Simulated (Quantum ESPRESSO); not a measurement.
**Run report: Bi2Te3, band-structure run (part 3 of 3)**

Continued. System: Bi2Te3 (R-3m, 5 atoms in the cell). Method: Kohn-Sham DFT of a periodic cell, PBEsol, PseudoDojo 0.4.1 SR PBEsol standard, no spin polarisation (Quantum ESPRESSO 7.5); cutoff 1088.45 eV, 7×7×7 k-mesh, fermi-dirac of 0.05 eV. The structure derives from an entry of the Crystallography Open Database.

Geometry of the input (Å; fractional positions):
```
2.1930  1.2661  10.1657
-2.1930  1.2661  10.1657
0.0000  -2.5323  10.1657
Bi 0.6000  0.6000  0.6000
Bi 0.4000  0.4000  0.4000
Te 0.7905  0.7905  0.7905
Te 0.2095  0.2095  0.2095
Te 0.0000  0.0000  0.0000
```

**What the program printed, continued**
```
   -27.2856 -27.2837 -27.2817 -27.2801 -27.2787 -27.2786 -27.2782 -27.2774
   -27.2769 -27.2764 -27.1401 -27.1345 -27.1343 -27.1041 -27.1032 -13.7279
   -13.7255 -13.7149 -13.7118 -13.7101 -13.7083 -13.7014 -13.7006 -13.6987
   -13.6974  -2.0579  -2.0415  -1.5920  -1.0403  -0.6584   4.3128   5.3872
     5.4724   5.7401   6.5686   6.8121   7.6170   8.0017   8.3882  10.6663
    11.1950  11.3368  12.3449  12.7813  13.0928  13.6164  14.3654  16.5307
    17.0816  17.5241  17.6425

          k =-0.1379 0.3980 0.0397 ( 13817 PWs)   bands (ev):

   -27.2856 -27.2843 -27.2812 -27.2798 -27.2793 -27.2785 -27.2780 -27.2779
   -27.2766 -27.2764 -27.1402 -27.1344 -27.1342 -27.1041 -27.1034 -13.7263
   -13.7243 -13.7146 -13.7125 -13.7094 -13.7078 -13.7036 -13.7025 -13.6995
   -13.6981  -2.7972  -2.2818  -1.4816  -0.5860  -0.3057   4.5338   5.5606
     5.8760   6.2439   6.5143   6.7379   7.2941   8.6224   8.7258  10.3904
    10.6879  11.9914  12.3510  12.7481  12.9526  13.3089  14.8075  15.4193
    16.0828  16.3943  17.4736

          k =-0.2758-0.1592 0.1388 ( 13805 PWs)   bands (ev):

   -27.2856 -27.2850 -27.2809 -27.2795 -27.2795 -27.2786 -27.2782 -27.2780
   -27.2766 -27.2765 -27.1403 -27.1344 -27.1342 -27.1043 -27.1036 -13.7258
   -13.7235 -13.7141 -13.7122 -13.7095 -13.7075 -13.7037 -13.7022 -13.7021
   -13.7008  -3.2103  -2.8233  -1.4632  -0.3027   0.2214   4.8265   5.9689
     6.4277   6.7346   7.0816   7.3119   7.6652   8.1320   8.2491  10.8206
    10.9900  11.7297  11.8971  12.1180  12.7446  13.0656  14.4332  15.5168
    16.1373  16.4326  16.9793

          k =-0.2758 0.7961 0.0198 ( 13807 PWs)   bands (ev):

   -27.2856 -27.2843 -27.2812 -27.2798 -27.2793 -27.2785 -27.2780 -27.2779
   -27.2766 -27.2764 -27.1402 -27.1344 -27.1342 -27.1041 -27.1034 -13.7263
   -13.7243 -13.7146 -13.7125 -13.7094 -13.7078 -13.7036 -13.7025 -13.6994
   -13.6981  -2.7247  -2.4292  -1.3611  -0.5951  -0.3410   4.6662   5.3673
     5.7607   6.0366   6.4906   6.8358   8.0155   8.3714   8.8185  10.3826
    10.8397  11.0240  12.4095  12.8540  13.2179  13.5100  14.5220  15.2773
    15.8043  16.8583  17.5867

          k =-0.2758 0.6369 0.0397 ( 13819 PWs)   bands (ev):

   -27.2858 -27.2832 -27.2819 -27.2797 -27.2790 -27.2787 -27.2783 -27.2773
   -27.2769 -27.2763 -27.1400 -27.1344 -27.1343 -27.1038 -27.1034 -13.7237
   -13.7231 -13.7180 -13.7146 -13.7067 -13.7065 -13.7036 -13.7035 -13.6988
   -13.6979  -2.0059  -1.8791  -1.2615  -1.1959  -1.0138   4.8509   5.0484
     5.2684   5.4770   5.6190   7.0035   7.7325   8.5082   8.7215  10.4012
    10.5786  11.6457  12.5091  13.6651  13.7705  14.3480  14.6261  15.1049
    16.4618  16.8136  16.9568

          k =-0.2758 0.4777 0.0595 ( 13830 PWs)   bands (ev):

   -27.2858 -27.2832 -27.2819 -27.2797 -27.2790 -27.2787 -27.2783 -27.2773
   -27.2769 -27.2763 -27.1400 -27.1344 -27.1343 -27.1038 -27.1034 -13.7237
   -13.7230 -13.7179 -13.7146 -13.7067 -13.7065 -13.7036 -13.7034 -13.6988
   -13.6978  -2.0584  -1.8019  -1.3233  -1.1239  -1.0480   4.6215   4.7150
     5.4639   5.9772   6.3359   6.5111   7.5310   7.7846   8.6559  10.7273
    11.4779  11.6507  12.9191  13.0819  13.1696  14.3566  14.7025  15.1200
    16.0167  16.7192  17.4374

          k = 0.5515 0.3184-0.0992 ( 13813 PWs)   bands (ev):

   -27.2855 -27.2843 -27.2814 -27.2802 -27.2788 -27.2784 -27.2780 -27.2777
   -27.2767 -27.2765 -27.1401 -27.1345 -27.1342 -27.1042 -27.1032 -13.7296
   -13.7270 -13.7131 -13.7113 -13.7102 -13.7093 -13.7008 -13.6998 -13.6991
   -13.6975  -2.4755  -2.2133  -1.5788  -0.7761  -0.3966   4.5683   5.0288
     5.6493   6.0753   6.9894   7.0447   7.9409   7.9778   8.4537  10.2586
    10.7949  11.1727  11.9708  12.3288  12.6653  14.2909  14.4042  16.1860
    17.2349  17.7756  18.0871

          k = 0.5515 0.1592-0.0793 ( 13818 PWs)   bands (ev):

   -27.2856 -27.2837 -27.2817 -27.2801 -27.2787 -27.2786 -27.2782 -27.2774
   -27.2769 -27.2764 -27.1401 -27.1345 -27.1343 -27.1041 -27.1032 -13.7279
   -13.7255 -13.7149 -13.7118 -13.7101 -13.7083 -13.7014 -13.7006 -13.6987
   -13.6974  -2.0618  -2.0471  -1.5317  -1.1446  -0.6055   4.4884   5.2677
     5.5112   5.6773   6.2178   6.5113   8.1516   8.4390   8.7201  10.3407
    10.5880  10.8673  12.4636  12.9355  13.1774  14.0798  14.8872  16.1138
    16.9969  17.2721  17.4897

          k = 0.4137 0.2388-0.0595 ( 13813 PWs)   bands (ev):

   -27.2855 -27.2843 -27.2814 -27.2802 -27.2788 -27.2784 -27.2780 -27.2777
   -27.2767 -27.2765 -27.1401 -27.1345 -27.1342 -27.1042 -27.1032 -13.7296
   -13.7270 -13.7131 -13.7113 -13.7102 -13.7093 -13.7008 -13.6998 -13.6991
   -13.6975  -2.5210  -2.1560  -1.4964  -0.9987  -0.2603   4.2289   5.5240
     5.8600   6.0904   6.9359   7.0100   7.5117   8.0184   8.0360  10.6983
    11.1291  11.3698  11.9747  12.3354  12.6515  13.5180  14.7629  15.7190
    17.3937  17.8725  18.1439

          k =-0.0000 0.0000 0.1190 ( 13804 PWs)   bands (ev):

   -27.2858 -27.2858 -27.2806 -27.2806 -27.2798 -27.2779 -27.2779 -27.2779
   -27.2769 -27.2769 -27.1407 -27.1341 -27.1341 -27.1043 -27.1043 -13.7200
   -13.7200 -13.7183 -13.7183 -13.7077 -13.7065 -13.7051 -13.7051 -13.7037
   -13.7037  -3.9028  -3.4287  -1.7635  -0.1297   1.3435   6.6935   7.5741
     7.5741   7.6534   7.8706   7.8706   8.3764   8.3764   9.0597  10.0138
    10.2788  10.2788  11.1990  11.2607  11.2607  14.0845  14.8561  15.0252
    15.0252  16.3203  16.3206

          k =-0.0000-0.1592 0.1388 ( 13796 PWs)   bands (ev):

   -27.2857 -27.2856 -27.2806 -27.2803 -27.2795 -27.2785 -27.2781 -27.2779
   -27.2768 -27.2767 -27.1406 -27.1342 -27.1341 -27.1043 -27.1041 -13.7215
   -13.7197 -13.7178 -13.7161 -13.7071 -13.7060 -13.7052 -13.7052 -13.7043
   -13.7034  -3.7053  -3.3090  -1.5912  -0.2748   1.1133   6.0962   6.4993
     7.2084   7.2408   7.4220   7.8448   8.1598   8.5726   8.9726  10.2111
    10.5188  11.1129  11.4249  11.5199  11.8835  13.7703  14.7386  14.8210
    15.4171  15.6062  16.0164

          k =-0.0000 0.7961 0.0198 ( 13816 PWs)   bands (ev):

   -27.2856 -27.2850 -27.2809 -27.2795 -27.2795 -27.2786 -27.2782 -27.2780
   -27.2766 -27.2765 -27.1403 -27.1344 -27.1342 -27.1043 -27.1036 -13.7258
   -13.7235 -13.7141 -13.7122 -13.7096 -13.7075 -13.7037 -13.7023 -13.7021
   -13.7008  -3.1736  -2.8922  -1.3098  -0.5705   0.3755   5.0744   5.6945
     6.4236   6.5799   6.6847   6.9281   8.5114   8.5597   8.9681  10.1012
    10.4986  10.7280  12.1484  12.4600  13.1731  13.3967  14.1710  15.4387
    16.0345  16.6191  16.8360

          k =-0.0000 0.6369 0.0397 ( 13819 PWs)   bands (ev):

   -27.2855 -27.2843 -27.2814 -27.2802 -27.2788 -27.2784 -27.2780 -27.2777
   -27.2767 -27.2765 -27.1401 -27.1345 -27.1342 -27.1042 -27.1032 -13.7296
   -13.7270 -13.7131 -13.7114 -13.7102 -13.7093 -13.7008 -13.6998 -13.6991
   -13.6975  -2.4402  -2.2745  -1.5495  -0.7047  -0.4786   4.5234   5.1170
     5.7986   6.1435   6.6277   6.7793   8.2360   8.2757   8.4046  10.4117
    10.5037  10.7768  12.0345  12.6859  12.7958  14.0944  14.2008  16.9036
    17.2452  17.8847  17.9178

          k =-0.1379-0.0796 0.1586 ( 13790 PWs)   bands (ev):

   -27.2857 -27.2856 -27.2806 -27.2803 -27.2795 -27.2785 -27.2781 -27.2779
   -27.2768 -27.2766 -27.1406 -27.1342 -27.1341 -27.1043 -27.1041 -13.7215
   -13.7196 -13.7178 -13.7161 -13.7071 -13.7060 -13.7052 -13.7052 -13.7043
   -13.7034  -3.6856  -3.3428  -1.5452  -0.3214   1.1212   6.1515   6.7149
     7.0425   7.1312   7.4198   7.5265   8.5871   8.5890   9.0897   9.9786
    10.2790  10.7023  11.6675  11.8057  12.2042  14.1035  14.3695  14.6982
    15.2937  15.9019  16.3144

          k =-0.1379 0.8757 0.0397 ( 13808 PWs)   bands (ev):

   -27.2857 -27.2851 -27.2807 -27.2799 -27.2791 -27.2788 -27.2783 -27.2779
   -27.2766 -27.2765 -27.1404 -27.1343 -27.1342 -27.1042 -27.1038 -13.7233
   -13.7218 -13.7151 -13.7146 -13.7078 -13.7073 -13.7048 -13.7043 -13.7026
   -13.7012  -3.3278  -3.0538  -1.3540  -0.4688   0.5846   5.3426   5.7161
     6.3887   7.0432   7.2091   7.5748   7.9476   8.1695   8.3278  10.7903
    11.3232  11.4440  11.5609  12.2469  12.3212  13.9156  14.0686  14.5739
    14.8522  16.6317  17.2911

          k =-0.1379 0.7165 0.0595 ( 13796 PWs)   bands (ev):

   -27.2856 -27.2843 -27.2812 -27.2798 -27.2793 -27.2785 -27.2780 -27.2779
   -27.2766 -27.2764 -27.1402 -27.1344 -27.1342 -27.1041 -27.1034 -13.7263
   -13.7243 -13.7146 -13.7126 -13.7094 -13.7078 -13.7036 -13.7025 -13.6994
   -13.6981  -2.6879  -2.4903  -1.2726  -0.7254  -0.2754   4.8576   5.2149
     5.4918   5.9401   6.7564   7.1327   7.8809   8.4107   8.6097  10.3714
    10.8231  11.3234  12.2434  12.5750  13.3291  13.8124  14.1475  15.0283
    16.0132  17.6307  17.8722

          k = 0.6894 0.3980-0.0793 ( 13807 PWs)   bands (ev):

   -27.2856 -27.2850 -27.2809 -27.2796 -27.2795 -27.2786 -27.2782 -27.2780
   -27.2766 -27.2765 -27.1403 -27.1344 -27.1342 -27.1043 -27.1036 -13.7257
   -13.7235 -13.7141 -13.7122 -13.7095 -13.7075 -13.7037 -13.7022 -13.7021
   -13.7008  -3.1585  -2.9119  -1.3304  -0.4956   0.3191   4.9058   5.9284
     6.4844   6.5070   6.8611   7.1205   8.0358   8.3620   8.6389  10.4764
    10.6947  11.1876  12.0597  12.3648  13.1052  13.2065  14.1483  15.6496
    15.8229  16.5902  16.8788

          k =-0.0000 0.0000 0.1785 ( 13830 PWs)   bands (ev):

   -27.2858 -27.2858 -27.2806 -27.2806 -27.2798 -27.2779 -27.2779 -27.2779
   -27.2769 -27.2769 -27.1407 -27.1341 -27.1341 -27.1043 -27.1043 -13.7200
   -13.7200 -13.7183 -13.7183 -13.7077 -13.7066 -13.7051 -13.7051 -13.7037
   -13.7037  -3.8400  -3.5402  -1.5819  -0.3832   1.4920   6.5760   7.5531
     7.5531   7.7806   7.9673   7.9673   8.2636   8.2636   8.9438  10.1811
    10.4764  10.4764  11.0663  11.0663  11.0936  14.0204  14.9362  14.9362
    15.1119  15.9753  16.5813

          k =-0.0000 0.9553 0.0595 ( 13814 PWs)   bands (ev):

   -27.2857 -27.2856 -27.2806 -27.2803 -27.2795 -27.2785 -27.2781 -27.2779
   -27.2768 -27.2766 -27.1406 -27.1342 -27.1341 -27.1043 -27.1041 -13.7215
   -13.7196 -13.7178 -13.7161 -13.7071 -13.7060 -13.7052 -13.7052 -13.7043
   -13.7034  -3.6550  -3.3913  -1.4666  -0.4263   1.1738   6.1022   6.6327
     7.1577   7.2193   7.3933   7.5880   8.3005   8.6418   9.1662   9.9722
    10.3247  10.9286  11.6082  11.7062  12.0610  13.9780  14.5457  14.7656
    15.4192  15.4489  16.4104

     the Fermi energy is     9.5074 ev

!    total energy              =    -955.87083999 Ry
     estimated scf accuracy    <          7.6E-11 Ry
     smearing contrib. (-TS)   =      -0.00001768 Ry
     internal energy E=F+TS    =    -955.87082231 Ry

     The total energy is F=E-TS. E is the sum of the following terms:
     one-electron contribution =    -391.84633357 Ry
     hartree contribution      =     229.77572425 Ry
     xc contribution           =    -232.12183297 Ry
     ewald contribution        =    -561.67838001 Ry

     convergence has been achieved in  10 iterations

     Forces acting on atoms (cartesian axes, Ry/au):

     atom    1 type  1   force =    -0.00000000   -0.00000000   -0.00120688
     atom    2 type  1   force =     0.00000000   -0.00000000    0.00120688
     atom    3 type  2   force =    -0.00000000   -0.00000000   -0.00354382
     atom    4 type  2   force =     0.00000000    0.00000000    0.00354382
     atom    5 type  2   force =    -0.00000000   -0.00000000   -0.00000000

     Total force =     0.005294     Total SCF correction =     0.000044

     Computing stress (Cartesian axis) and pressure

          total   stress  (Ry/bohr**3)                   (kbar)     P=       -5.28
  -0.00002813  -0.00000000  -0.00000000           -4.14       -0.00       -0.00
   0.00000000  -0.00002813  -0.00000000            0.00       -4.14       -0.00
   0.00000000  -0.00000000  -0.00005137            0.00       -0.00       -7.56

=------------------------------------------------------------------------------=
   JOB DONE.
=------------------------------------------------------------------------------=
```

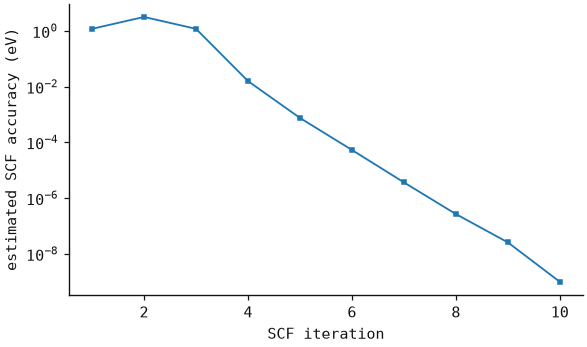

**Figure 1.** Convergence of the self-consistent field: estimated SCF accuracy against the iteration. The field takes 10 iterations in all.

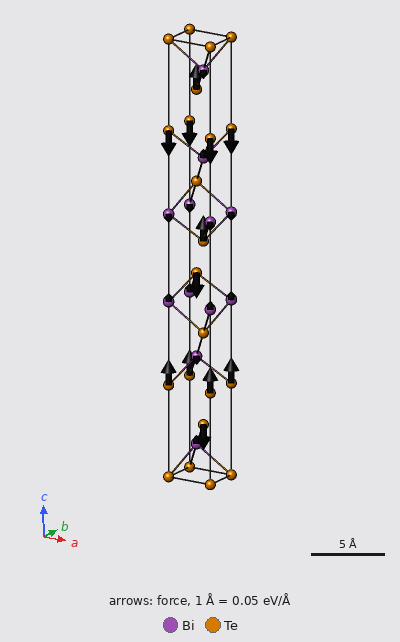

**Figure 2.** Forces on the atoms as black arrows (ball-and-stick view of the cell 3 times as large as that of the calculation, set on its symmetry axes, seen slightly off an axis). The largest act on Te3, Te4 (0.09 eV/Å); Bi1, Bi2 (0.03 eV/Å). Atoms are counted from 1 in the order of the input and aren't labelled in the picture. The geometry is not a stationary point of this energy.

**Summary**

```csv
quantity,value
outcome,converged
space group (tolerance 0.01 Å),R-3m (166)
electrons treated,78
free energy,−13005.2853 eV
Fermi energy of the self-consistent step,9.507 eV
gap on the k-point mesh,0.23 eV
gap on the band path,0.23 eV
pressure,−0.53 GPa
largest force (length of the vector),0.091 eV/Å
wall time,21 min (CPU time 42 min)
peak memory,1.4 GiB
```

Further notes kept with the run: eigenvalues not converged. Spin–orbit coupling is left out, which matters for Bi.
